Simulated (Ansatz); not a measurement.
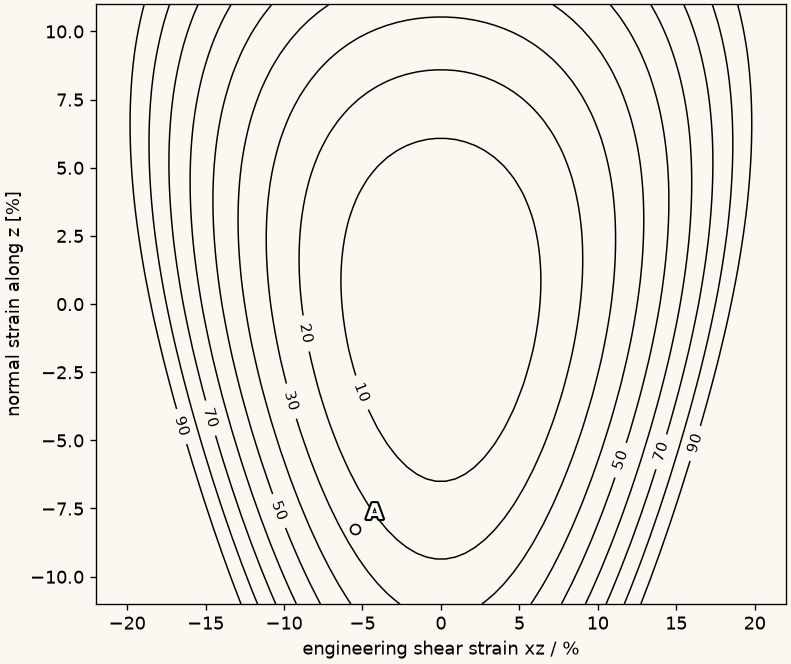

Yb (Fm-3m, No. 225; 1 atom in the cell). The energy is mapped over two homogeneous strains (x, y and z along the cube axes). First axis: engineering shear strain xz. Second axis: normal strain along z. Nothing is relaxed (symmetry fixes all fractional coordinates). The scan uses a 9 × 9 grid; 45 points were computed and 36 follow by symmetry. Points are written as (first, second). Energies: meV/atom, counted from the lowest grid point. All numbers below come from DFT PBE, scalar-relativistic, plane waves, PAW (Ansatz). Settings: cutoff 420 eV, k-mesh 14×14×14, gaussian smearing 0.15 eV, no spin polarisation.

Drawn: contour lines labelled in meV/atom (none above 90), the point A. Between grid points the surface is interpolated.

Which way does the force act at A, and how strong is it?

Answer. A, at (−5.5 %, −8.25 %), is not a stationary point. The computed force is 3.9 meV/atom for each 1 % towards larger values of engineering shear strain xz and 4 meV/atom for each 1 % towards larger values of normal strain along z.
